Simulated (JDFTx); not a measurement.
## ZnS: 7 runs along one coordinate

System: ZnS (P6₃mc, 4 atoms in the cell).
Method: Kohn-Sham DFT of a periodic cell, PBEsol, PseudoDojo-SR-PBEsol-0.4.1-standard, no spin polarisation (JDFTx 1.7.0 (patched build)).

The 7 runs differ only in the geometry, by an even scaling of the cell at fixed fractional positions. The structure derives from an entry of the Crystallography Open Database.

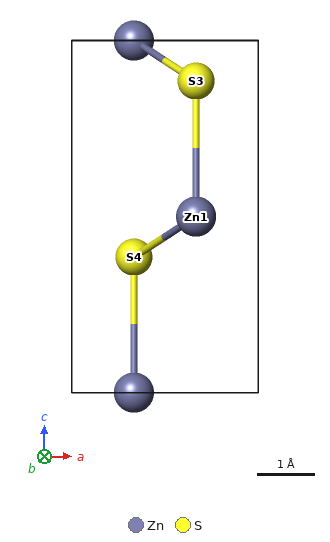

Figure 1. The structure of run 4 (ball-and-stick view of the cell of the calculation, along the b axis; atoms are numbered from 1 in the order of the input). An atom can appear more than once, as a periodic image.

**Input of run 4**
```
lattice \
    7.2017462609    -3.6008731305     0.0000000000 \
    0.0000000000     6.2368952135     0.0000000000 \
    0.0000000000     0.0000000000    11.7805526609
coords-type Lattice
ion Zn     0.6666666667     0.3333333333     0.5000000000 1
ion Zn     0.3333333333     0.6666666667     0.0000000000 1
ion S      0.6666666667     0.3333333333     0.8850000000 1
ion S      0.3333333333     0.6666666667     0.3850000000 1

ion-species pseudo/Zn.upf
ion-species pseudo/S.upf
elec-cutoff 42 336
elec-ex-corr gga-PBEsol
kpoint-folding 8 8 5
elec-smearing Fermi 0.0018374661
elec-n-bands 34
electronic-SCF nIterations 100 energyDiffThreshold 1e-09
electronic-minimize nIterations 30 energyDiffThreshold 1e-7
forces-output-coords Cartesian

dump-name run.$VAR
dump End Ecomponents EigStats BandEigs Kpoints Forces Stress ElecDensity Dtot KEdensity
```

Command:
```bash
jdftx -c 1 -i ZnS.in -o ZnS.out
```

Run 2 differs from it as follows:
```diff
-    7.2017462609    -3.6008731305     0.0000000000 \
-    0.0000000000     6.2368952135     0.0000000000 \
-    0.0000000000     0.0000000000    11.7805526609
+    7.1044134340    -3.5522067171     0.0000000000 \
+    0.0000000000     6.1526025128     0.0000000000 \
+    0.0000000000     0.0000000000    11.6213364859
```

**Results, with one run withheld**

| run | volume per atom (Å³) | free energy per atom, from the lowest run given (meV) | pressure (GPa) | gap on the mesh (eV) |
| --- | --- | --- | --- | --- |
| 1 | 18.427 | 9.44 | 3.80 | 2.40 |
| 2 | 18.819 | ? | ? | ? |
| 3 | 19.211 | 0.00 | 0.18 | 2.21 |
| 4 | 19.603 | 1.45 | −1.35 | 2.11 |
| 5 | 19.995 | 6.44 | −2.71 | 2.02 |
| 6 | 20.387 | 14.59 | −3.93 | 1.93 |
| 7 | 20.779 | 25.57 | −5.03 | 1.85 |

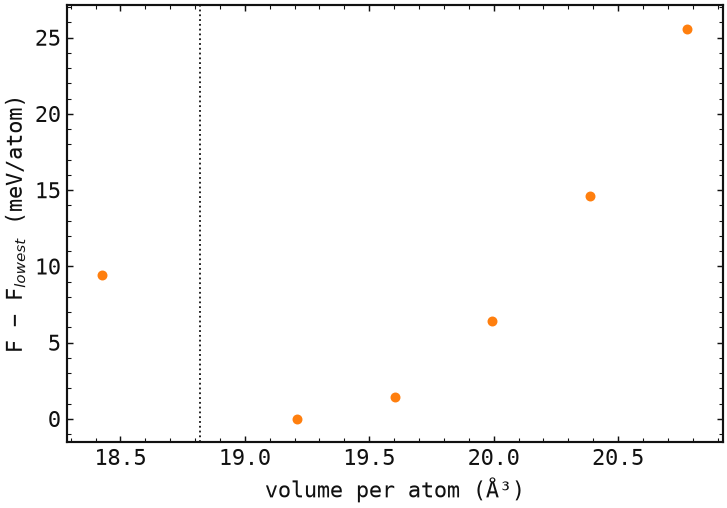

Figure 2. Free energy per atom of the runs given; the dotted line marks run 2.

Estimate the energy of run 2 from the others.

A cubic polynomial in V^(−2/3) (the Birch–Murnaghan form), fitted to the 6 runs given, misses them by under 0.01 meV per atom. With x = V^(−2/3) − 0.13706 Å⁻², it reads F = 2.4521 − 2319 x + 5.4028e+05 x² + 1.0065e+06 x³ (meV per atom). At run 2 it gives 2.51 meV per atom, and the run itself gives 2.51. The slope of the fit gives a pressure −dF/dV of 1.90 GPa there, and the run prints 1.89 GPa. The fit has its minimum at 19.256 Å³ per atom, where V d²F/dV² gives 78.3 GPa. Cell shape and fractional positions are held, so this is the stiffness under even scaling; the relaxed bulk modulus wasn't computed. The gap on the mesh goes, without turning, from 2.40 eV in run 1 to 1.85 eV in run 7; run 2 has 2.30 eV. These are gaps of this functional on this mesh, which can miss the band edges; they aren't the measured gap.

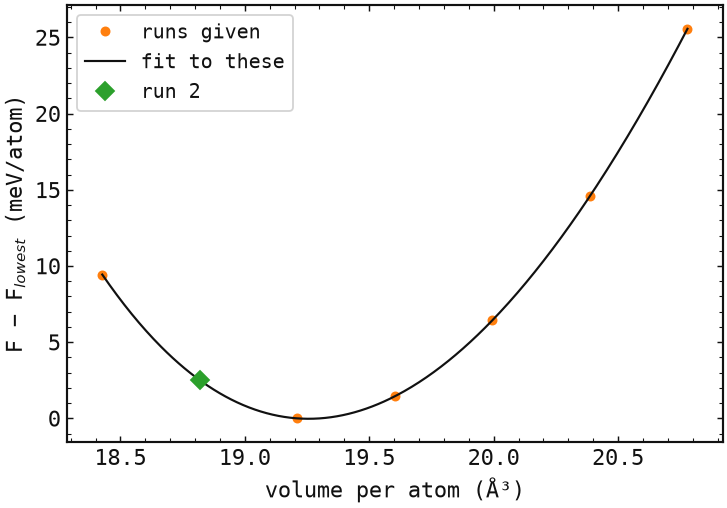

Figure 3. The fit and the withheld run.

**Some lines of the output (run 2)**
```
[...]
unit cell volume = 507.976
     Etot =     -433.6034641720635818
        F =     -433.6034641720636955
	HOMO-LUMO gap: +0.084618
	Optical gap  : +0.084618 at state 0 ( [ +0.000000 +0.000000 +0.000000 ] spin 0 )
```
